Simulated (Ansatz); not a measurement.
## Geometry relaxation of Al2P2H (part 1 of 3)

Al2P2H (20 atoms in the cell), computed with DFT PBE, scalar-relativistic, plane waves, PAW, no spin polarisation (Ansatz 0.2.0).

It belongs to a series of runs on one base structure; here: armchair ribbon, 8 formula units a period, edges capped with H. Figures and captions count atoms from 1; the log counts them from 0 in places.

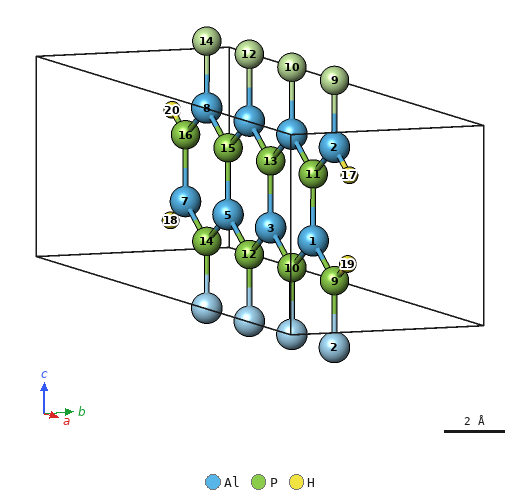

Fig. 1: The input geometry (ball-and-stick view of the cell of the calculation, with the vacuum cut short, seen slightly off an axis; neighbours outside the cell are drawn fainter; atoms are numbered from 1 in the order of the input). An atom can appear more than once, as a periodic image.

Summary

- outcome: converged
- electrons treated: 68
- free energy: −10410.2547 eV
- Fermi energy: −2.096 eV
- gap on the k-point mesh: 2.70 eV
- final volume: 1410.80 Å³
- largest force (length of the vector) at the end: 0.014 eV/Å
- hardware: 4 threads of Arm Neoverse V2, 24 GiB of memory available, shared host
- wall time: 6.9 min (CPU time 27 min)
- peak memory: 1.7 GiB

Remarks

The program warns: the exchange-correlation potential is rough where the density is thin.

The input
```yaml
crystal:
  lattice:
    - [25.6, 0.0, 0.0]
    - [0.0, 9.3, 0.0]
    - [0.0, 0.0, 6.8234450588]
  atoms:
    - { symbol: Al, position: [0.6923592696, 0.4998658475, 0.3333333333] }
    - { symbol: Al, position: [0.7693029774, 0.4998658475, 0.8333333333] }
    - { symbol: Al, position: [0.5384718539, 0.4998658475, 0.3333333333] }
    - { symbol: Al, position: [0.6154155618, 0.4998658475, 0.8333333333] }
    - { symbol: Al, position: [0.3845844382, 0.4998658475, 0.3333333333] }
    - { symbol: Al, position: [0.4615281461, 0.4998658475, 0.8333333333] }
    - { symbol: Al, position: [0.2306970226, 0.4998658475, 0.3333333333] }
    - { symbol: Al, position: [0.3076407304, 0.4998658475, 0.8333333333] }
    - { symbol: P, position: [0.7693029774, 0.5001341525, 0.1666666667] }
    - { symbol: P, position: [0.6154155618, 0.5001341525, 0.1666666667] }
    - { symbol: P, position: [0.6923592696, 0.5001341525, 0.6666666667] }
    - { symbol: P, position: [0.4615281461, 0.5001341525, 0.1666666667] }
    - { symbol: P, position: [0.5384718539, 0.5001341525, 0.6666666667] }
    - { symbol: P, position: [0.3076407304, 0.5001341525, 0.1666666667] }
    - { symbol: P, position: [0.3845844382, 0.5001341525, 0.6666666667] }
    - { symbol: P, position: [0.2306970226, 0.5001341525, 0.6666666667] }
    - { symbol: H, position: [0.8234295326, 0.5000545884, 0.7160905752] }
    - { symbol: H, position: [0.1765704674, 0.5000545884, 0.2160905752] }
    - { symbol: H, position: [0.8173402952, 0.499966645, 0.2707196145] }
    - { symbol: H, position: [0.1826597048, 0.499966645, 0.7707196145] }
basis:
  ecutwfc: 420
kpoints:
  mp_grid: { grid: [1, 1, 5] }
hamiltonian:
  xc: pbe
scf:
  occupations: { method: gaussian, width: 0.05 }
output:
  forces: true
  stress: true
  eigenvalues: true
  populations: true
  write_density: true
  write_potential: true
  elf: true
  volumetric_format: npy
relax:
  adjacent_minimum: "off"
  f_tol: 0.02
  max_steps: 45
  cell: { fix: [a, b, alpha, beta, gamma], stress_tol: 0.03 }
```

Launched with:
```bash
ansatz run input.yaml --threads 4 --pin off --max-ram 11264MiB --backend cpu --events-out ev --progress --plain --runs-dir out
```

The program's output
```
Engine: ansatz 0.2.0, aarch64-unknown-linux-gnu
Pseudopotentials: kind: paw
Pseudopotential: Al, paw, valence charge 3, recommended cutoff 420 eV (normal), Al.paw.azcp
Pseudopotential: P, paw, valence charge 5, recommended cutoff 420 eV (normal), P.paw.azcp
Pseudopotential: H, paw, valence charge 1, recommended cutoff 420 eV (normal), H.paw.azcp
Functional definition: PBE
  parameter kappa = 0.804
  parameter beta = 0.06672455060314922
  exchange = pbe_x(kappa = kappa, mu = beta*pi^2/3)
  correlation = pbe_c(beta = beta)
Crystal: 20 atoms, lattice volume = 1624.526 Å³
Basis set: ecut = 420 eV, 31769 PW (Γ), exchange–correlation on 360×128×96 points (8 copies of the dense FFT grid, shifted against one another)
Bands: 54, of which v1, the nominal top of the filled ones, is band 34 counted from 1 (33 counted from 0)
Symmetry: 2 space group operations
Space group: Pc (ITA 7), of the structure as read, at distance tolerance 1.2e-4 Å
k-points: 3 of 5 (time reversal used)
Non-local potential: Al, projectors of the file, l = 0: 2, l = 1: 2, l = 2: 1
Non-local potential: P, projectors of the file, l = 0: 2, l = 1: 2, l = 2: 2
Non-local potential: H, projectors of the file, l = 0: 2, l = 1: 1
PAW form: soft (Blöchl's): semilocal exchange-correlation on the pseudo side does not see the compensation charge
PAW one-centre angular grid: Al, 110 points (default); XC on 64 Gauss nodes
PAW one-centre angular grid: P, 110 points (default); XC on 64 Gauss nodes
PAW one-centre angular grid: H, 110 points (default); XC on 64 Gauss nodes
Initial density: superposition of atomic densities (neutral atoms: chi_scale 0, normalization atom), corrected by the library's trained network
Initial wavefunctions: pseudopotential atomic-orbital guess
Functional: x = pbe(κ = 0.804, μ = 0.2195149727645171), c = pbe(β = 0.06672455060314922)
SCF iter   1: F=—  HF=-10408.970553 eV  |F-HF|=—  |Δ(HF+E_count)|=         —  Δρ=2.04e-3  dr2=1.37e-1  ethr=1.77e-3  ⟨swp⟩=11.7  Hψ=1121  notcnv=0  defer=3
preconditioner: auto → Resta (q_TF=auto, 1.608 Å⁻¹)  ε∞=1.9  [insulator: Δε(μ)=2.497 eV  Ē_g=7.860 eV  σ=0.050 eV  W_gap=1.00  n_scr=106 (ndim 8)  ℏωp=7.6 eV  f_vac=0.616  D(μ)=0.00/eV (n_scr^D=0)  ε∞_Penn≈1.9  vacuum switching on, ρ_ref=4.5e-3 e/Å³]
SCF iter   2: F=—  HF=-10408.948476 eV  |F-HF|=—  |Δ(HF+E_count)|=   2.21e-2  Δρ=5.25e-4  dr2=5.66e-3  ethr=2.01e-4  ⟨swp⟩=2.0  Hψ=292  notcnv=0  defer=35
SCF iter   3: F=—  HF=-10408.954083 eV  |F-HF|=—  |Δ(HF+E_count)|=   5.61e-3  Δρ=2.68e-4  dr2=1.53e-3  ethr=8.33e-6  ⟨swp⟩=2.0  Hψ=205  notcnv=0  defer=35
SCF iter   4: F=—  HF=-10408.957247 eV  |F-HF|=—  |Δ(HF+E_count)|=   3.16e-3  Δρ=7.58e-5  dr2=4.36e-4  ethr=2.25e-6  ⟨swp⟩=2.0  Hψ=241  notcnv=0  defer=35
SCF iter   5: F=—  HF=-10408.957169 eV  |F-HF|=—  |Δ(HF+E_count)|=   7.79e-5  Δρ=2.48e-5  dr2=2.56e-5  ethr=6.41e-7  ⟨swp⟩=2.0  Hψ=186  notcnv=0  defer=35
SCF iter   6: F=—  HF=-10408.956818 eV  |F-HF|=—  |Δ(HF+E_count)|=   3.51e-4  Δρ=9.34e-6  dr2=2.61e-6  ethr=3.77e-8  ⟨swp⟩=2.7  Hψ=276  notcnv=0  defer=35
SCF iter   7: F=—  HF=-10408.956823 eV  |F-HF|=—  |Δ(HF+E_count)|=   5.01e-6  Δρ=2.63e-6  dr2=2.22e-7  ethr=3.85e-9  ⟨swp⟩=2.3  Hψ=213  notcnv=0  defer=35
SCF iter   8: F=-10408.956824 eV  HF=-10408.956824 eV  |F-HF|=4.32e-8  |Δ(HF+E_count)|=   4.88e-7  Δρ=9.47e-7  dr2=2.42e-8  ethr=1.47e-10  ⟨swp⟩=25.0  Hψ=1619  notcnv=0
SCF 1 converged in 8 iterations: F = -10408.956824 eV  dr2 = 2.42e-8
  greatest PAW one-centre occupation: 0.777 electrons in one spin orbital (limit 2), on the P atom at site 12 (counted from 0), in its partial waves of l = 0
relax step   1: F+E_penalty+E_count = -10408.95682359 eV  Δ(F+E_penalty+E_count) = +0.000e0 eV  max|allowed force component| = 3.888e-1 eV/Å  Δτ_max = 0.0000 Å  P = -0.081 GPa  Ω = 1624.526 Å³  fix = [a, b, alpha, beta, gamma]  reactions: a -0.189, b +0.022 GPa; alpha +0.000 GPa/rad  (8 SCF iters, dr2 threshold 1.00e-7 eV, accepted)
Crystal: 20 atoms, lattice volume = 1627.588 Å³
Basis set: ecut = 420 eV, 31833 PW (Γ), exchange–correlation on 360×128×96 points (8 copies of the dense FFT grid, shifted against one another)
Initial density: handed on by an earlier stage of this run
Initial wavefunctions: those handed on with the density
iter 1 solved again at ethr=2.80e-4 eV; its pass at ethr=3.10e-3 eV (dr2=1.90e-1 eV) is discarded
SCF iter   1: F=—  HF=-10409.069027 eV  |F-HF|=—  |Δ(HF+E_count)|=         —  Δρ=3.77e-3  dr2=1.93e-1  ethr=2.80e-4  ⟨swp⟩=4.3  Hψ=1063  notcnv=0
preconditioner: auto → Resta (q_TF=auto, 1.607 Å⁻¹)  ε∞=1.9  [insulator: Δε(μ)=2.529 eV  Ē_g=7.919 eV  σ=0.050 eV  W_gap=1.00  n_scr=106 (ndim 8)  ℏωp=7.6 eV  f_vac=0.613  D(μ)=0.00/eV (n_scr^D=0)  ε∞_Penn≈1.9  vacuum switching on, ρ_ref=4.5e-3 e/Å³]
SCF iter   2: F=—  HF=-10409.032442 eV  |F-HF|=—  |Δ(HF+E_count)|=   3.66e-2  Δρ=1.73e-3  dr2=3.35e-2  ethr=2.80e-4  ⟨swp⟩=4.7  Hψ=330  notcnv=0
SCF iter   3: F=—  HF=-10409.029492 eV  |F-HF|=—  |Δ(HF+E_count)|=   2.95e-3  Δρ=4.23e-4  dr2=8.07e-3  ethr=4.92e-5  ⟨swp⟩=3.3  Hψ=296  notcnv=0
SCF iter   4: F=—  HF=-10409.028195 eV  |F-HF|=—  |Δ(HF+E_count)|=   1.30e-3  Δρ=1.08e-4  dr2=5.95e-4  ethr=1.19e-5  ⟨swp⟩=2.0  Hψ=237  notcnv=0
SCF iter   5: F=—  HF=-10409.028433 eV  |F-HF|=—  |Δ(HF+E_count)|=   2.38e-4  Δρ=4.60e-5  dr2=3.77e-5  ethr=8.75e-7  ⟨swp⟩=2.0  Hψ=228  notcnv=0
SCF iter   6: F=—  HF=-10409.028448 eV  |F-HF|=—  |Δ(HF+E_count)|=   1.49e-5  Δρ=1.49e-5  dr2=8.72e-6  ethr=5.54e-8  ⟨swp⟩=2.3  Hψ=314  notcnv=0  defer=1
iter 7 did not close the SCF: its close was put off until two iterations running show no level that it waits for move by more than its bar (scf_convergence_deferred on its scf_iter line)
SCF iter   7: F=-10409.028448 eV  HF=-10409.028448 eV  |F-HF|=1.09e-7  |Δ(HF+E_count)|=   1.19e-7  Δρ=3.40e-6  dr2=2.32e-7  ethr=2.94e-9  ⟨swp⟩=21.0  Hψ=1705  notcnv=0
SCF iter   8: F=-10409.028449 eV  HF=-10409.028449 eV  |F-HF|=8.93e-9  |Δ(HF+E_count)|=   1.51e-7  Δρ=1.05e-6  dr2=3.11e-8  ethr=3.42e-10  ⟨swp⟩=10.3  Hψ=1165  notcnv=0
SCF 2 converged in 8 iterations: F = -10409.028449 eV  dr2 = 3.11e-8
[... from here on the iterations of each SCF are left out, up to the last one ...]
relax step   2: F+E_penalty+E_count = -10409.02844852 eV  Δ(F+E_penalty+E_count) = -7.162e-2 eV  max|allowed force component| = 1.028e-1 eV/Å  Δτ_max = 0.1212 Å  P = -0.022 GPa  Ω = 1627.588 Å³  energy of the carried Pulay correction = -2.124e-4 eV  fix = [a, b, alpha, beta, gamma]  reactions: a -0.012, b +0.022 GPa; alpha +0.000 GPa/rad  (8 SCF iters, dr2 threshold 2.00e-6 eV, accepted)
[... from here on the SCF iterations and repeated set-up lines of each step are left out, up to the last step ...]
SCF 3 converged in 6 iterations: F = -10409.033621 eV  dr2 = 1.88e-7
relax step   3: F+E_penalty+E_count = -10409.03362105 eV  Δ(F+E_penalty+E_count) = -5.173e-3 eV  max|allowed force component| = 3.100e-2 eV/Å  Δτ_max = 0.0246 Å  P = -0.001 GPa  Ω = 1626.858 Å³  energy of the carried Pulay correction = -1.618e-4 eV  fix = [a, b, alpha, beta, gamma]  reactions: a -0.003, b +0.022 GPa; alpha +0.000 GPa/rad  (6 SCF iters, dr2 threshold 6.60e-7 eV, accepted)
SCF 4 converged in 6 iterations: F = -10409.034421 eV  dr2 = 5.12e-8
relax step   4: F+E_penalty+E_count = -10409.03442150 eV  Δ(F+E_penalty+E_count) = -8.004e-4 eV  max|allowed force component| = 7.674e-3 eV/Å  Δτ_max = 0.0142 Å  P = +0.009 GPa  Ω = 1626.813 Å³  energy of the carried Pulay correction = -1.587e-4 eV  fix = [a, b, alpha, beta, gamma]  reactions: a +0.001, b +0.022 GPa; alpha +0.000 GPa/rad  (6 SCF iters, dr2 threshold 6.01e-8 eV, accepted)
SCF 5 converged in 9 iterations: F = -10409.034637 eV  dr2 = 1.92e-11
relax step   5: F+E_penalty+E_count = -10409.03463743 eV  Δ(F+E_penalty+E_count) = -2.159e-4 eV  max|allowed force component| = 8.810e-3 eV/Å  Δτ_max = 0.0076 Å  P = +0.010 GPa  Ω = 1627.045 Å³  energy of the carried Pulay correction = -1.748e-4 eV  fix = [a, b, alpha, beta, gamma]  reactions: a +0.001, b +0.022 GPa; alpha -0.000 GPa/rad  (9 SCF iters, accepted)
SCF 6 converged in 9 iterations: F = -10409.034817 eV  dr2 = 7.60e-12
relax step   6: F+E_penalty+E_count = -10409.03481691 eV  Δ(F+E_penalty+E_count) = -1.795e-4 eV  max|allowed force component| = 1.669e-2 eV/Å  Δτ_max = 0.0071 Å  P = +0.008 GPa  Ω = 1627.185 Å³  energy of the carried Pulay correction = -1.846e-4 eV  fix = [a, b, alpha, beta, gamma]  reactions: a -0.000, b +0.022 GPa; alpha +0.000 GPa/rad  (9 SCF iters, accepted)
SCF 7 converged in 11 iterations: F = -10409.013516 eV  dr2 = 3.87e-11
relax step   7: F+E_penalty+E_count = -10409.01351630 eV  Δ(F+E_penalty+E_count) = +2.130e-2 eV  max|allowed force component| = 7.233e-1 eV/Å  Δτ_max = 0.1953 Å  P = -0.110 GPa  Ω = 1630.278 Å³  energy of the carried Pulay correction = -3.988e-4 eV  fix = [a, b, alpha, beta, gamma]  (11 SCF iters, rejected (line search))
SCF 8 converged in 11 iterations: F = -10409.035904 eV  dr2 = 5.93e-11
relax step   8: F+E_penalty+E_count = -10409.03590376 eV  Δ(F+E_penalty+E_count) = -1.087e-3 eV  max|allowed force component| = 4.052e-2 eV/Å  Δτ_max = 0.0169 Å  P = +0.005 GPa  Ω = 1627.320 Å³  energy of the carried Pulay correction = -1.939e-4 eV  fix = [a, b, alpha, beta, gamma]  reactions: a -0.003, b +0.022 GPa; alpha +0.000 GPa/rad  (11 SCF iters, accepted)
SCF 9 converged in 8 iterations: F = -10409.056589 eV  dr2 = 2.00e-8
relax step   9: F+E_penalty+E_count = -10409.05658946 eV  Δ(F+E_penalty+E_count) = -2.069e-2 eV  max|allowed force component| = 2.552e-1 eV/Å  Δτ_max = 0.1000 Å  P = -0.029 GPa  Ω = 1627.757 Å³  energy of the carried Pulay correction = -2.242e-4 eV  fix = [a, b, alpha, beta, gamma]  reactions: a -0.061, b +0.026 GPa; alpha -0.005 GPa/rad  (8 SCF iters, dr2 threshold 1.03e-7 eV, accepted)
SCF 10 converged in 7 iterations: F = -10409.116129 eV  dr2 = 1.64e-7
relax step  10: F+E_penalty+E_count = -10409.11612950 eV  Δ(F+E_penalty+E_count) = -5.954e-2 eV  max|allowed force component| = 5.948e-1 eV/Å  Δτ_max = 0.1500 Å  P = -0.074 GPa  Ω = 1628.079 Å³  energy of the carried Pulay correction = -2.465e-4 eV  fix = [a, b, alpha, beta, gamma]  reactions: a -0.123, b +0.023 GPa; alpha -0.026 GPa/rad  (7 SCF iters, dr2 threshold 2.00e-6 eV, accepted)
SCF 11 converged in 7 iterations: F = -10409.211749 eV  dr2 = 2.23e-7
relax step  11: F+E_penalty+E_count = -10409.21174908 eV  Δ(F+E_penalty+E_count) = -9.562e-2 eV  max|allowed force component| = 8.558e-1 eV/Å  Δτ_max = 0.1949 Å  P = -0.139 GPa  Ω = 1626.364 Å³  energy of the carried Pulay correction = -1.276e-4 eV  fix = [a, b, alpha, beta, gamma]  reactions: a -0.190, b -0.021 GPa; alpha -0.061 GPa/rad  (7 SCF iters, dr2 threshold 2.00e-6 eV, accepted)
SCF 12 converged in 7 iterations: F = -10409.407815 eV  dr2 = 8.22e-7
relax step  12: F+E_penalty+E_count = -10409.40781465 eV  Δ(F+E_penalty+E_count) = -1.961e-1 eV  max|allowed force component| = 7.838e-2 eV/Å  Δτ_max = 0.2000 Å  P = -0.055 GPa  Ω = 1617.886 Å³  energy of the carried Pulay correction = +4.620e-4 eV  fix = [a, b, alpha, beta, gamma]  reactions: a -0.059, b +0.030 GPa; alpha +0.000 GPa/rad  (7 SCF iters, dr2 threshold 2.00e-6 eV, accepted)
SCF 13 converged in 7 iterations: F = -10409.483848 eV  dr2 = 3.69e-7
relax step  13: F+E_penalty+E_count = -10409.48384847 eV  Δ(F+E_penalty+E_count) = -7.603e-2 eV  max|allowed force component| = 1.192e-1 eV/Å  Δτ_max = 0.2000 Å  P = -0.049 GPa  Ω = 1608.845 Å³  energy of the carried Pulay correction = +1.094e-3 eV  fix = [a, b, alpha, beta, gamma]  reactions: a -0.050, b +0.035 GPa; alpha +0.003 GPa/rad  (7 SCF iters, dr2 threshold 3.84e-7 eV, accepted)
SCF 14 converged in 7 iterations: F = -10409.553940 eV  dr2 = 3.00e-7
relax step  14: F+E_penalty+E_count = -10409.55393999 eV  Δ(F+E_penalty+E_count) = -7.009e-2 eV  max|allowed force component| = 1.635e-1 eV/Å  Δτ_max = 0.2000 Å  P = -0.082 GPa  Ω = 1597.416 Å³  energy of the carried Pulay correction = +1.899e-3 eV  fix = [a, b, alpha, beta, gamma]  reactions: a -0.099, b +0.034 GPa; alpha +0.004 GPa/rad  (7 SCF iters, dr2 threshold 8.88e-7 eV, accepted)
SCF 15 converged in 7 iterations: F = -10409.643287 eV  dr2 = 4.67e-7
relax step  15: F+E_penalty+E_count = -10409.64328729 eV  Δ(F+E_penalty+E_count) = -8.935e-2 eV  max|allowed force component| = 1.707e-1 eV/Å  Δτ_max = 0.1947 Å  P = -0.184 GPa  Ω = 1582.194 Å³  energy of the carried Pulay correction = +2.979e-3 eV  fix = [a, b, alpha, beta, gamma]  reactions: a -0.221, b -0.012 GPa; alpha +0.006 GPa/rad  (7 SCF iters, dr2 threshold 1.67e-6 eV, accepted)
SCF 16 converged in 7 iterations: F = -10409.724241 eV  dr2 = 1.12e-6
relax step  16: F+E_penalty+E_count = -10409.72424055 eV  Δ(F+E_penalty+E_count) = -8.095e-2 eV  max|allowed force component| = 4.846e-1 eV/Å  Δτ_max = 0.1952 Å  P = -0.043 GPa  Ω = 1563.044 Å³  energy of the carried Pulay correction = +4.352e-3 eV  fix = [a, b, alpha, beta, gamma]  reactions: a -0.082, b +0.096 GPa; alpha -0.008 GPa/rad  (7 SCF iters, dr2 threshold 1.82e-6 eV, accepted)
SCF 17 converged in 7 iterations: F = -10409.822940 eV  dr2 = 1.36e-6
relax step  17: F+E_penalty+E_count = -10409.82294023 eV  Δ(F+E_penalty+E_count) = -9.870e-2 eV  max|allowed force component| = 2.277e-1 eV/Å  Δτ_max = 0.1965 Å  P = -0.208 GPa  Ω = 1543.894 Å³  energy of the carried Pulay correction = +5.742e-3 eV  fix = [a, b, alpha, beta, gamma]  reactions: a -0.252, b -0.007 GPa; alpha +0.043 GPa/rad  (7 SCF iters, dr2 threshold 2.00e-6 eV, accepted)
SCF 18 converged in 7 iterations: F = -10409.923781 eV  dr2 = 1.63e-6
relax step  18: F+E_penalty+E_count = -10409.92378109 eV  Δ(F+E_penalty+E_count) = -1.008e-1 eV  max|allowed force component| = 1.560e-1 eV/Å  Δτ_max = 0.2000 Å  P = -0.137 GPa  Ω = 1521.025 Å³  energy of the carried Pulay correction = +7.425e-3 eV  fix = [a, b, alpha, beta, gamma]  reactions: a -0.189, b +0.009 GPa; alpha +0.044 GPa/rad  (7 SCF iters, dr2 threshold 2.00e-6 eV, accepted)
SCF 19 converged in 8 iterations: F = -10409.980453 eV  dr2 = 1.14e-7
relax step  19: F+E_penalty+E_count = -10409.98045272 eV  Δ(F+E_penalty+E_count) = -5.667e-2 eV  max|allowed force component| = 1.350e-1 eV/Å  Δτ_max = 0.1921 Å  P = -0.097 GPa  Ω = 1501.025 Å³  energy of the carried Pulay correction = +8.916e-3 eV  fix = [a, b, alpha, beta, gamma]  reactions: a -0.177, b +0.004 GPa; alpha -0.024 GPa/rad  (8 SCF iters, dr2 threshold 1.52e-6 eV, accepted)
SCF 20 converged in 8 iterations: F = -10410.018229 eV  dr2 = 2.21e-7
relax step  20: F+E_penalty+E_count = -10410.01822929 eV  Δ(F+E_penalty+E_count) = -3.778e-2 eV  max|allowed force component| = 1.804e-1 eV/Å  Δτ_max = 0.1870 Å  P = +0.002 GPa  Ω = 1486.561 Å³  energy of the carried Pulay correction = +1.001e-2 eV  fix = [a, b, alpha, beta, gamma]  reactions: a -0.067, b +0.026 GPa; alpha -0.022 GPa/rad  (8 SCF iters, dr2 threshold 1.14e-6 eV, accepted)
SCF 21 converged in 8 iterations: F = -10410.034822 eV  dr2 = 2.47e-7
relax step  21: F+E_penalty+E_count = -10410.03482233 eV  Δ(F+E_penalty+E_count) = -1.659e-2 eV  max|allowed force component| = 2.163e-1 eV/Å  Δτ_max = 0.1876 Å  P = -0.059 GPa  Ω = 1473.558 Å³  energy of the carried Pulay correction = +1.100e-2 eV  fix = [a, b, alpha, beta, gamma]  reactions: a -0.083, b -0.043 GPa; alpha -0.028 GPa/rad  (8 SCF iters, dr2 threshold 2.00e-6 eV, accepted)
SCF 22 converged in 7 iterations: F = -10410.048513 eV  dr2 = 1.18e-6
relax step  22: F+E_penalty+E_count = -10410.04851326 eV  Δ(F+E_penalty+E_count) = -1.369e-2 eV  max|allowed force component| = 2.499e-1 eV/Å  Δτ_max = 0.1045 Å  P = +0.088 GPa  Ω = 1475.828 Å³  energy of the carried Pulay correction = +1.082e-2 eV  fix = [a, b, alpha, beta, gamma]  reactions: a +0.119, b +0.066 GPa; alpha -0.016 GPa/rad  (7 SCF iters, dr2 threshold 2.00e-6 eV, accepted)
SCF 23 converged in 8 iterations: F = -10410.086962 eV  dr2 = 3.12e-7
```
